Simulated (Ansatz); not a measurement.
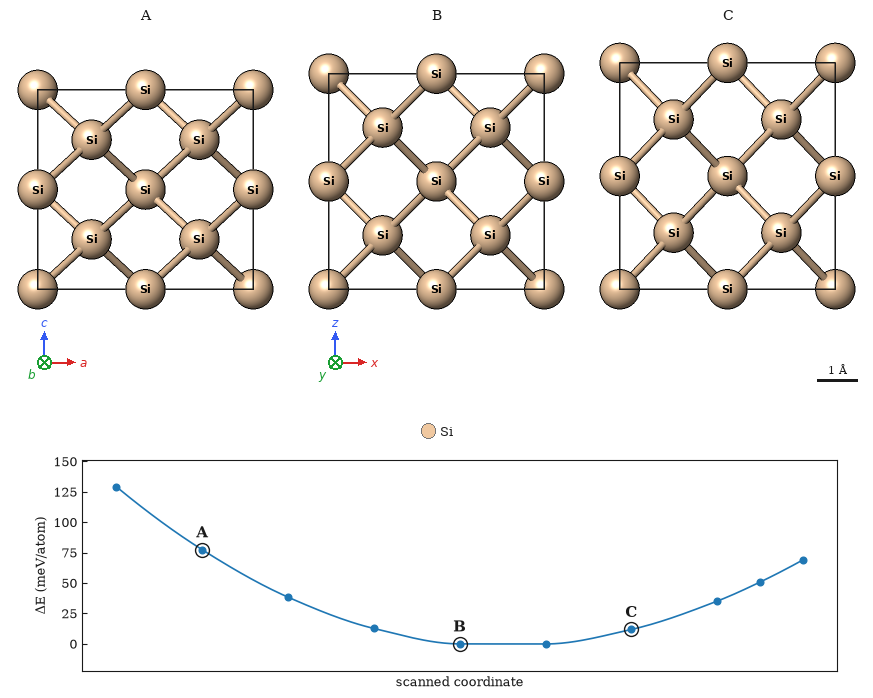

A scan of crystalline Si (Fd-3m) along one coordinate. x, y and z are the Cartesian axes of the input. Style: ball-and-stick. Shown: the conventional cell (4 times the calculation's cell), along the b axis. Lengths and directions refer to the drawn axes.

Method: DFT PBE, scalar-relativistic, plane waves, PAW in Ansatz 0.2.0. Settings: plane-wave cutoff 420 eV; k-point mesh 10 × 10 × 10; occupations gaussian; smearing width 0.05 eV; no spin polarisation. Energies (free energies at the smearing named) are counted from the cell as listed in its source, which wasn't relaxed.

Which coordinate changes from frame to frame?

Answer. The cell is strained along z alone, with the atoms kept at their fractional coordinates. In the frames the strain is −0.075 (A), 0.00 (B), 0.05 (C). The lowest computed point lies at the strain 0.025 (−0.1 meV/atom). At the ends of the scan the energy is 129.1 meV/atom (−0.10) and 69.1 meV/atom (0.10). The unrelaxed reference is under a pressure of 2.0 GPa, which tilts the curve. The distortion takes the space group from Fd-3m to I4_1/amd. At the strain −0.10 the cell of the drawing goes c 5.431 → 4.888 Å. The band gap on the mesh, 0.58 eV in the reference, closes at −0.10, −0.075, −0.05.
